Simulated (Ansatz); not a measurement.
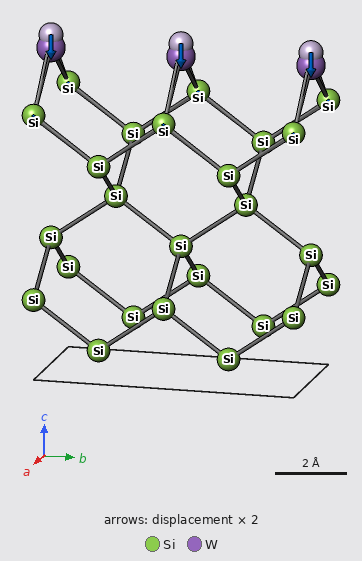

This is a constrained relaxation of a slab of composition Si₆W (cut from the Fd-3m phase). The starting structure is drawn faded, the final one solid; blue arrows show the displacements, magnified 2 times.

A ball-and-stick model of the 1 × 2 repeat of the cell, outlined in the plane, without the vacuum, seen slightly off an axis.

Case: W put at a bridge Si-Si site. The slab is the (1 0 0) face of Si with W on it. 3 atoms are held fixed.

The calculation used Ansatz, DFT PBEsol, scalar-relativistic, plane waves, PAW. (plane-wave cutoff 420 eV; k-point mesh 8 × 8 × 1; occupations gaussian; smearing width 0.05 eV; collinear spin; dipole correction; atoms relaxed in a fixed cell; force threshold 0.03 eV/Å; at most 70 steps)

**Atoms of which element are displaced furthest, and by how much?**

Tungsten: up to 0.38 Å, against 0.05 Å for silicon.

**Describe the change and its energy.**

The energy falls by 0.584 eV per cell of the calculation in 3 accepted moves (4 points after the start). The largest force component goes from 2.3 to 0.027 eV/Å. 1 step only repeated the SCF at the same geometry. The atom that moves furthest is the W atom (0.38 Å along the normal (−c)). By element the largest moves are W 0.38 Å, Si 0.05 Å. The cell doesn't change. Some distances before and after: Si–W 2.730 → 2.446 Å, Si–Si 2.337 → 2.366 Å. Among the angles between lasting bonds that change: W–Si–W 89.4° → 103.5°, Si–W–Si 89.4° → 103.5°, Si–Si–W 113.9° → 111.2°. The run took 4.5 min on 1 thread of Arm Neoverse V2, with other jobs on the host, peak memory 0.85 GiB.

Limits of the set-up: the periodic images lie only 3.8 Å apart, so the values are limited by the cell's size.
